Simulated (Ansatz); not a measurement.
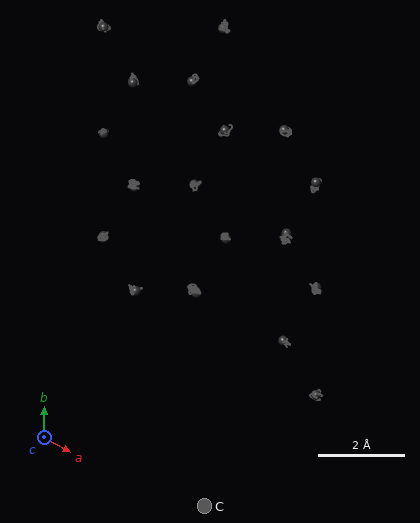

First-principles dynamics of a slab of graphene monolayer (18 atoms in the cell), 270 fs long. It starts from the last geometry of an earlier run, with fresh velocities. Lines trace each atom's path, in the colour of its element; spheres stand at the starting positions. Seen along the c axis in the simulation cell, with the vacuum cut short.

Method: DFT PBE, scalar-relativistic, plane waves, PAW in Ansatz 0.2.0. Run with plane-wave cutoff 420 eV; k-point mesh 2 × 2 × 1; Fermi-Dirac smearing 0.05 eV; low-accuracy preset; Langevin thermostat (NVT); set temperature 1400 K; time step 1.5 fs; friction 0.01 per fs.

Input file:
```yaml
accuracy: low
crystal:
  lattice:
    - [7.398, 0.0, 0.0]
    - [-3.699, 6.406856, 0.0]
    - [0.0, 0.0, 13.0]
  atoms:
    - { symbol: C, position: [-0.00667934, 0.0062973, 0.08788791] }
    - { symbol: C, position: [0.21633562, 0.1215563, 0.09203176] }
    - { symbol: C, position: [-0.00455363, 0.34755233, 0.08411471] }
    - { symbol: C, position: [0.21790896, 0.4467479, 0.09308684] }
    - { symbol: C, position: [-0.00639783, 0.67972412, 0.10327066] }
    - { symbol: C, position: [0.21710054, 0.78304185, 0.10285027] }
    - { symbol: C, position: [0.33380291, 0.00601133, 0.09494758] }
    - { symbol: C, position: [0.5556574, 0.11039128, 0.07712876] }
    - { symbol: C, position: [0.32971965, 0.33371563, 0.08510229] }
    - { symbol: C, position: [0.54874168, 0.45047858, 0.08177395] }
    - { symbol: C, position: [0.32404439, 0.66057882, 0.1019028] }
    - { symbol: C, position: [0.54027469, 0.7725596, 0.08965302] }
    - { symbol: C, position: [0.65322941, -0.00299661, 0.08374427] }
    - { symbol: C, position: [0.87373912, 0.11858532, 0.0841478] }
    - { symbol: C, position: [0.66454993, 0.3368186, 0.08073209] }
    - { symbol: C, position: [0.88590208, 0.46426929, 0.08829996] }
    - { symbol: C, position: [0.66014152, 0.6774731, 0.08687459] }
    - { symbol: C, position: [0.8770647, 0.78728109, 0.08694067] }
basis:
  ecutwfc: 420.0
kpoints:
  mp_grid: { grid: [2, 2, 1] }
hamiltonian:
  xc: pbe
scf:
  occupations: { method: fermi_dirac, width: 0.05 }
  lower_state_search: "off"
md:
  timestep: 1.5
  n_steps: 180
  ensemble: nvt_langevin
  temperature: 1400.0
  initial_velocities: maxwell_boltzmann
  seed: 582094
  friction: 0.01
```

Run as
```bash
ansatz run input.yaml --threads 1 --pin off --max-ram 3072MiB --backend cpu --events-out ev --progress --plain --runs-dir out
```

Q: Describe the motion.

A: Root-mean-square distances from the starting positions over the second half, with the common drift of all atoms taken out: C 0.19 Å. That is small against the typical shortest distance between atoms in the first frame, about 1.4 Å: the atoms vibrate about their sites and the arrangement holds.

Limits of the set-up: the program's low-accuracy preset was used.
